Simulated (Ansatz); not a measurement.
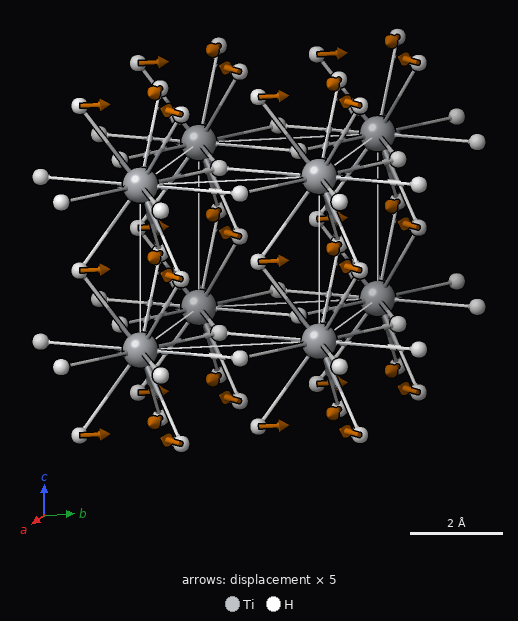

A relaxation of solid TiH5 (a generated structure, set up in P-62m) (coarse preliminary run). The starting structure is drawn; orange arrows show the displacements (the part carried along by the change of the cell is left out), magnified 5 times.

The picture is a ball-and-stick view of the cell of the calculation, seen slightly off an axis.

Method: DFT PBE, scalar-relativistic, plane waves, PAW in Ansatz. Set-up: plane-wave cutoff 420 eV; k-point mesh 6 × 6 × 6; occupations gaussian; smearing width 0.1 eV; no spin polarisation; cell and atoms relaxed; force threshold 0.04 eV/Å; at most 70 steps.

**Atoms of which element are displaced furthest, and by how much?**

Hydrogen: up to 0.15 Å, against 0.00 Å for titanium.

**What did the optimiser do to the structure, and how much energy did it gain?**

Over 8 accepted moves (10 points after the start) the energy falls by 2.853 eV per cell of the calculation. The largest force component goes from 1.1 to 0.0021 eV/Å. The pressure goes from −26.89 to 0.06 GPa. The SCF was repeated twice at an unchanged geometry on a basis and grid sized afresh for the cell, which shifted the energy by 10.9 meV per cell of the calculation at most. The largest moves relative to the cell, 0.15 Å, are those of H atoms. Ti stays in place. The drawn cell changes as follows: a = b 3.993 → 3.443 Å (−13.8 %), c 3.724 → 3.090 Å (−17.0 %); the volume changes by −38.3 %. Among the contacts that change: Ti–Ti 3.724 → 3.090 Å, H–Ti 2.305 → 1.851 Å, H–Ti 2.305 → 1.988 Å. Among the angles between lasting bonds that change: Ti–H–Ti 107.8° → 113.1°. The space group stays P-62m (No. 189). Cost: 18 s on 1 thread of Arm Neoverse V2, with other jobs on the host, peak memory 0.32 GiB.
